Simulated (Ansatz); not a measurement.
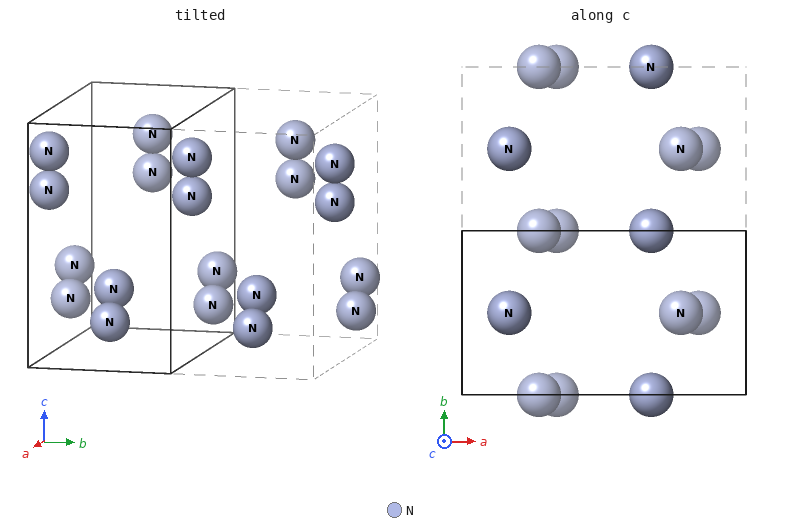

Shown here is a spheres-only view of the crystal, taken slightly off an axis and along the c axis. The solid box is one conventional unit cell, and 1×2×1 cells are shown.

N, space group Cm (No. 8), a = 7.22 Å, b = 4.17 Å, c = 7.01 Å, α = 90.00°, β = 90.00°, γ = 90.00°.

Setup: DFT PBEsol, scalar-relativistic, plane waves, PAW in Ansatz; a 420 eV plane-wave basis, k-points about 0.29 Å⁻¹ apart, Gaussian smearing of 0.05 eV, no spin polarisation.

### What is the electronic character?

An insulator at this level, with a gap of 7.50 eV on the k-mesh (the true edges may lie between mesh points, so the gap can be somewhat smaller).

### What is the pressure at this volume?

The computed pressure is 11.7 GPa (compressed: it would expand). The stress isn't hydrostatic: its largest component is 27.3 GPa.

Origin of the cell: a structure listed in the Materials Project. The cell was then strained or its atoms displaced on purpose. It went into a calculation with Ansatz.

At this level of theory the cell isn't at rest (compressed, at 12 GPa and forces up to 21.2 eV/Å), so its distances can differ from those at equilibrium, the more so the softer the solid.
